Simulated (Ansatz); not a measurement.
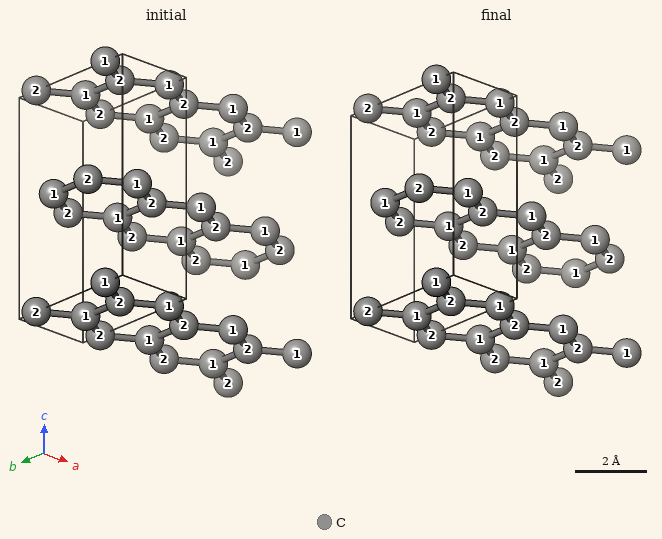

The structure of crystalline C (set up in Fmmm) before (left) and after (right) a relaxation, at one scale.

The picture is a ball-and-stick view of the conventional cell (4 times the calculation's cell), repeated 3 × 1 × 1 with one cell outlined, seen from a free direction. Lengths and directions refer to the drawn axes.

Case: relaxed under LDA.

The calculation used Ansatz, DFT LDA+D3(BJ), scalar-relativistic, plane waves, PAW.

The input:
```yaml
crystal:
  lattice:
    - [0.0, 2.1341341535, 3.3964014864]
    - [1.2327708367, 0.0, 3.3964014864]
    - [1.2327708367, 2.1341341535, 0.0]
  atoms:
    - { symbol: C, position: [0.1666910991, 0.8333089009, 0.1666910991] }
    - { symbol: C, position: [0.8333089009, 0.1666910991, 0.8333089009] }
basis:
  ecutwfc: 420
kpoints:
  mp_grid: { grid: [18, 18, 18] }
hamiltonian:
  xc: lda
  dispersion: d3bj
scf:
  occupations: { method: gaussian, width: 0.02 }
output:
  forces: true
  stress: true
  eigenvalues: true
relax:
  adjacent_minimum: "off"
  f_tol: 0.001
  max_steps: 60
  cell: { stress_tol: 0.01 }
```

Run as
```bash
ansatz run input.yaml --threads 1 --pin off --max-ram 3072MiB --backend cpu --events-out ev --progress --plain --runs-dir out
```

What changed between the two?

Answer. The energy falls by 14.7 meV per atom in 9 accepted moves (13 points after the start). The largest force component goes from 0.0022 to under 0.0001 eV/Å. Pressure: −8.17 GPa at the start and 0.00 GPa at the end. At 4 points the geometry stayed and the basis and grid were re-selected for the new cell (energy shift of 2.2 meV per atom at most each time). The atoms keep their places relative to the cell (all moves are under 0.005 Å). The drawn cell changes as follows: a 2.466 → 2.447 Å (−0.8 %), b 4.268 → 4.232 Å (−0.8 %), c 6.793 → 6.231 Å (−8.3 %); the volume changes by −9.7 %. Among the contacts that change: C1–C2 1.423 → 1.411 Å. The space group stays Fmmm (No. 69).
